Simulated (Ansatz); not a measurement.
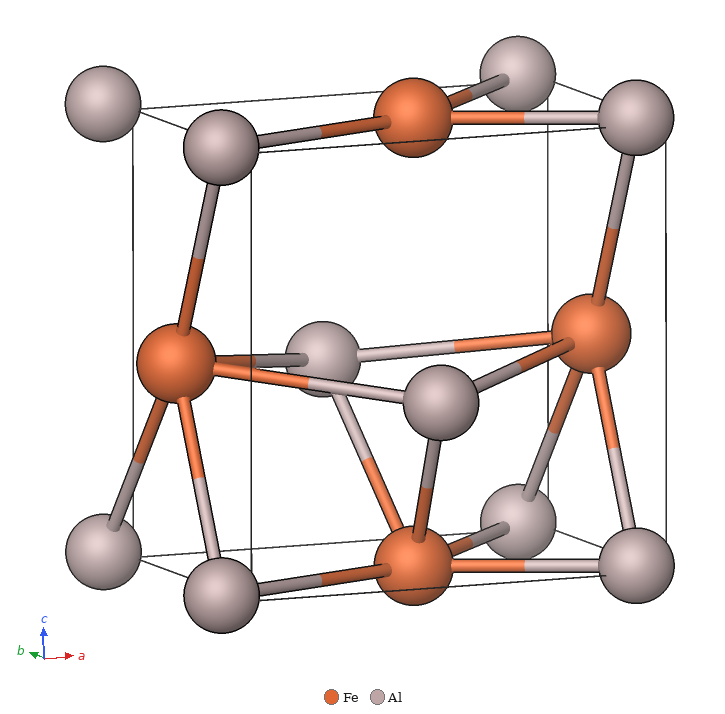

Ball-and-stick representation of a periodic structure, projected slightly off an axis. One simulation cell is framed, with atoms on its boundary repeated.

```xyz
4
Lattice="2.9131 -0.0280 -2.8719 -0.0112 2.9234 0.0169 2.9669 0.0057 2.9257" Properties=species:S:1:pos:R:3 pbc="T T T"
Fe    4.2141    1.3120   -1.2879
Fe    1.4956    1.2119   -1.4478
Al    2.7695    0.0649   -2.6503
Al    2.5315    2.8339   -0.0600
```

Computational set-up: Ansatz 0.2.0, DFT, PAW plane waves, r2SCAN+U, 500 eV cutoff, a 5×6×4 sampling of the Brillouin zone, Gaussian smearing of 0.093 eV, U_eff = 1.73 eV on Fe d, collinear spins.

### How large are the site moments, and how do they order?

In the lowest state found: ferrimagnetic (within this cell). Site moments: 1 Fe +2.2 μB and 1 Fe −1.9 μB. The net spin moment of the whole cell is 0.2 μB.

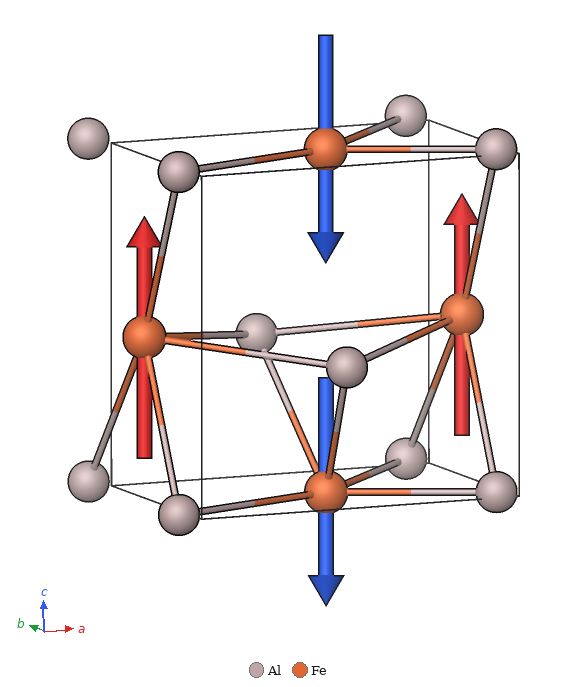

Arrows are the site magnetic moments above 0.25 μB; longer means larger, and red and blue are up and down (without spin-orbit coupling the axis itself is arbitrary).

Provenance: a known structure type with the cell strained and the atoms shaken on purpose; not relaxed. It was run through Ansatz as a DFT input.

At this level of theory the cell isn't at rest (compressed, at 18 GPa and forces up to 4.8 eV/Å), so its distances can differ from those at equilibrium, the more so the softer the solid, and its magnetic state may change on relaxation.
